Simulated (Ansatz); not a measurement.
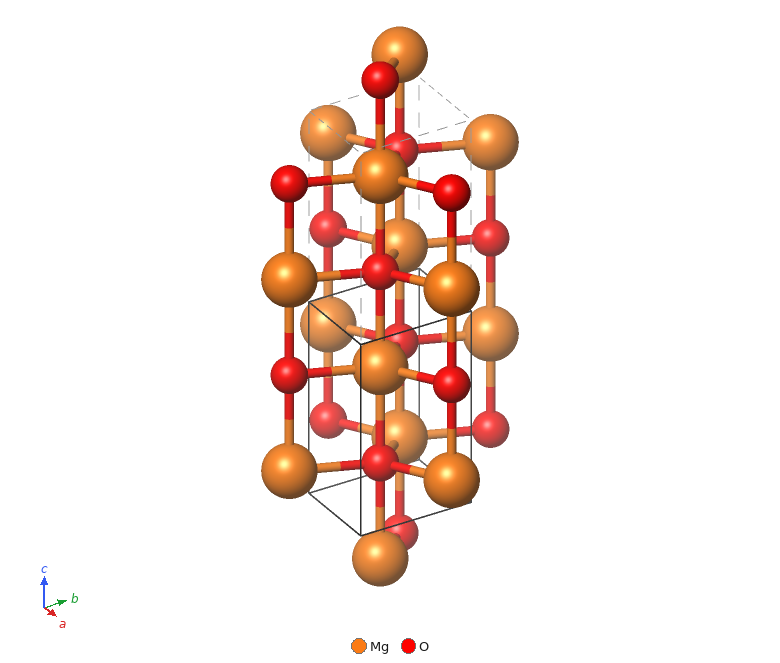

System MgO (space group P6_3/mmc, No. 194); source of the atomic positions: coordinates from a relaxation with Ansatz 0.2.0, DFT, LDA, plane waves, PAW; the starting structure was generated, so it need not be a known form of this composition.

Bonds are taken as Mg–O below 2.3 Å. Atoms with one bond or none are removed and atoms with two bonds are replaced by edges, until no such atom is left.

Q: What kind of net remains, and which atoms are its nodes?

A: A uninodal 5-connected, three-periodic net: Mg and O are 5-connected nodes.

Q: Name the underlying net.

A: It is the bnn net, known from eclipsed honeycomb layers linked along c.

Q: Is the net interpenetrated?

A: It is a single net, without interpenetration.

Q: How many nodes does the smallest cycle have?

A: Four.

The simplified net, drawn on the atoms' positions. Nodes are coloured by element. Edges to nodes outside the piece are drawn as stubs.

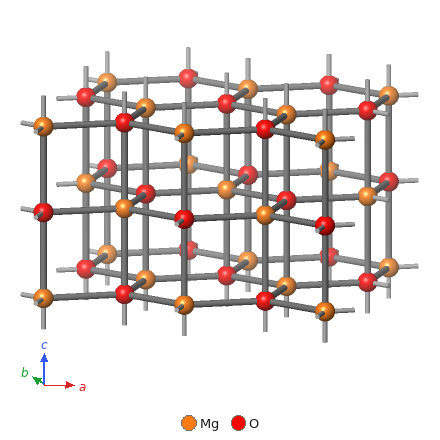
